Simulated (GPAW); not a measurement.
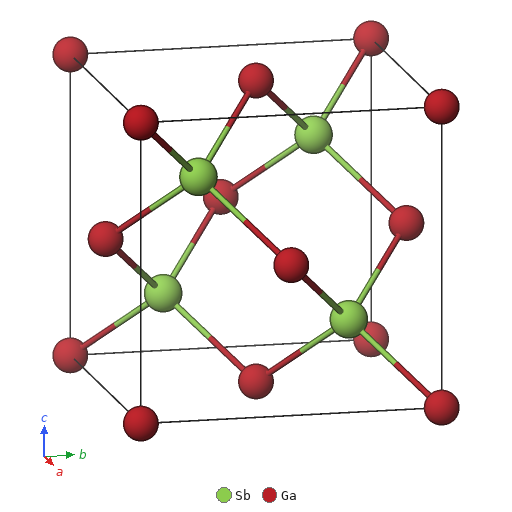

System: GaSb, space group F-43m (No. 216). The picture shows the conventional cell.

Structure:
```yaml
crystal:
  lattice:
    - [0.00000, 3.05900, 3.05900]
    - [3.05900, 0.00000, 3.05900]
    - [3.05900, 3.05900, 0.00000]
  atoms:
    - { symbol: Sb, position: [0.75000, 0.75000, 0.75000] }
    - { symbol: Ga, position: [0.00000, 0.00000, 0.00000] }
```

Computed with GPAW 26.7.0: PAW DFT in plane waves, on a grid or in atomic orbitals, no spin polarisation; energies at scaled volumes of the given cell, shape and fractions fixed, counted from the fit's minimum, third-order Birch-Murnaghan fit. Level: r2SCAN.

```json
{"setting": "k mesh", "value": "8×8×8"}
{"setting": "occupations", "value": "Fermi–Dirac"}
{"setting": "smearing width", "value": "0.05 eV"}
{"setting": "potentials", "value": "GPAW PAW data sets (gpaw data 1.2.1)"}
{"setting": "wave cutoff", "value": "600 eV"}
{"setting": "program settings", "value": "basis pw"}
```

What does the calculation give for the energy and pressure against volume? The volume takes the values 26.91, 27.48, 28.05, 28.62, 29.20, 29.77, 30.34 Å³/atom.

A third-order Birch–Murnaghan fit gives V0 = 28.74 Å³/atom, B0 = 54 GPa and B′ = 4.9. The energy is 22.36 meV/atom at volume 26.91 Å³/atom and 13.54 meV/atom at 30.34 Å³/atom; the lowest computed point is at volume 28.62 Å³/atom (0.07 meV/atom), in a single well. The pressure falls from 4.14 GPa at volume 26.91 Å³/atom to −2.57 GPa at 30.34 Å³/atom, and changes sign near 28.73 Å³/atom.

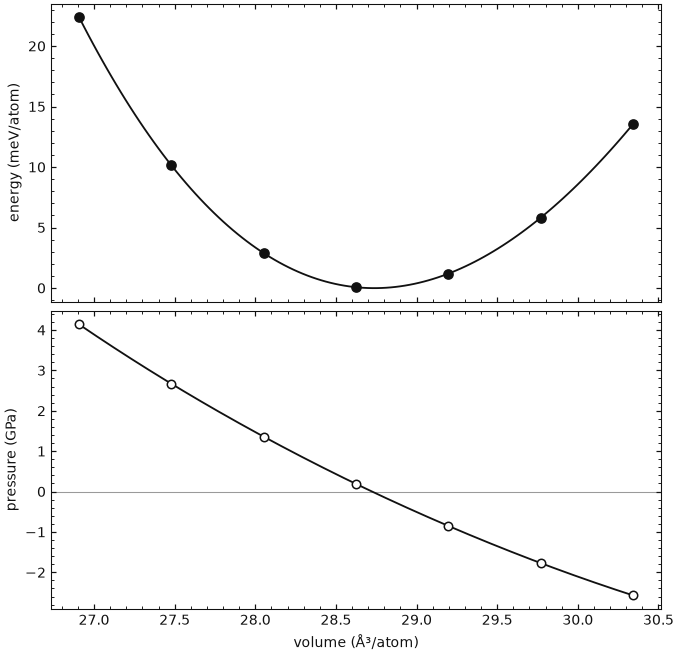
